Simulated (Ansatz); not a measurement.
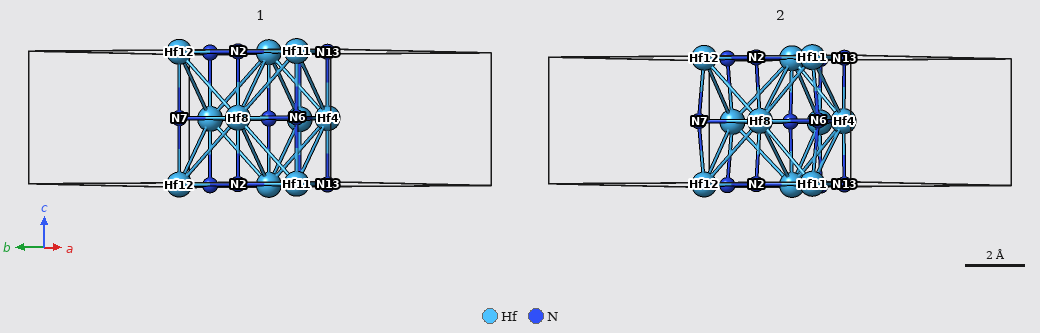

Two geometries of a wire of composition HfN, drawn at one scale. One is the start of a relaxation, the other its converged end. A ball-and-stick model of the cell of the calculation, with the vacuum cut short, seen from a free direction.

The calculation used DFT PBEsol, scalar-relativistic, plane waves, PAW in Ansatz. Set-up: plane-wave cutoff 420 eV; k-point mesh 1 × 1 × 12; occupations gaussian; smearing width 0.05 eV; no spin polarisation; cell relaxed at fixed a, b, alpha, beta, gamma; force threshold 0.02 eV/Å; at most 45 steps.

Which of the two is the end point?

Answer. Structure 2 is the relaxed one. Case: wire along [0 0 1], 14 atoms a period. The largest move relative to the layer's centre is that of a Hf atom, 0.23 Å. Largest moves by element: Hf 0.23 Å, N 0.21 Å. Along the periodic axis the drawn cell goes c 4.502 → 4.297 Å (−4.6 %). Some distances before and after: Hf–N 2.251 → 2.609 Å, Hf–Hf 3.183 → 2.943 Å, Hf–N 2.251 → 2.019 Å, Hf–Hf 3.183 → 2.989 Å. Among the angles between lasting bonds that change: Hf–N–Hf 180.0° → 165.4°, Hf–N–Hf 180.0° → 168.5°, Hf–N–Hf 180.0° → 170.0°. Over 8 accepted moves (10 points after the start) the energy falls by 3.287 eV per cell of the calculation. The largest force component goes from 2.9 to 0.0043 eV/Å. At 2 points the geometry stayed and the basis and grid were re-selected for the new cell (energy shift of 18.0 meV per cell of the calculation at most each time). Cost: 7.2 min on 4 threads of Arm Neoverse V1, on a shared host, peak memory 2.5 GiB.

Limits of the set-up: the cell has an odd number of electrons but was run without spin polarisation; the k-point mesh is coarse for a cell with partly filled bands.
